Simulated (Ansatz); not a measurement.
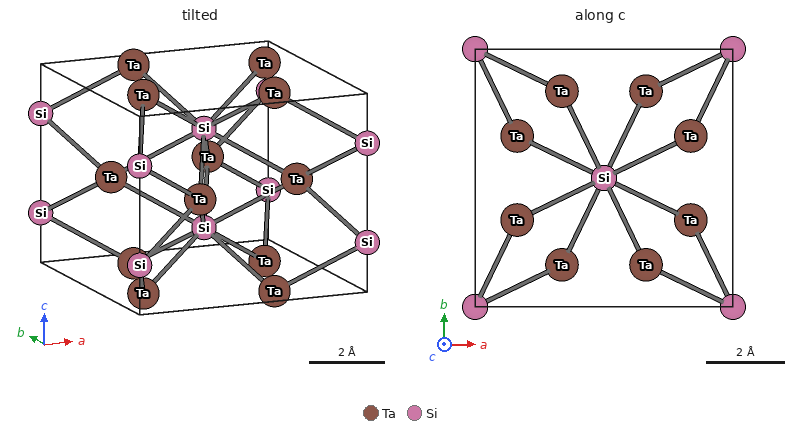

This ball-and-stick model is shown slightly off an axis and along the c axis. The parallelepiped is the conventional unit cell.

Ta$_{2}$Si, space group I4/mcm (No. 140), a = 6.63 Å, b = 6.63 Å, c = 5.44 Å, α = 90.00°, β = 90.00°, γ = 90.00°.

Electronic-structure method: DFT PBEsol, scalar-relativistic, plane waves, PAW in Ansatz 0.2.0. Parameters: a cutoff energy of 420 eV, k-points about 0.12 Å⁻¹ apart, Gaussian smearing of 0.15 eV, no spin polarisation.

**What does the calculation say: metal or gapped?**

A metal: bands cross the Fermi level.

**What is the pressure at this volume?**

The computed pressure is -32.5 GPa (stretched: it would shrink).

Starting structure: a structure listed in the Materials Project. The cell was then strained or its atoms displaced on purpose. It was run through Ansatz as a DFT input.

At this level of theory the run's own cell isn't at rest (stretched, at -33 GPa), so its distances can differ from those at equilibrium, the more so the softer the solid.
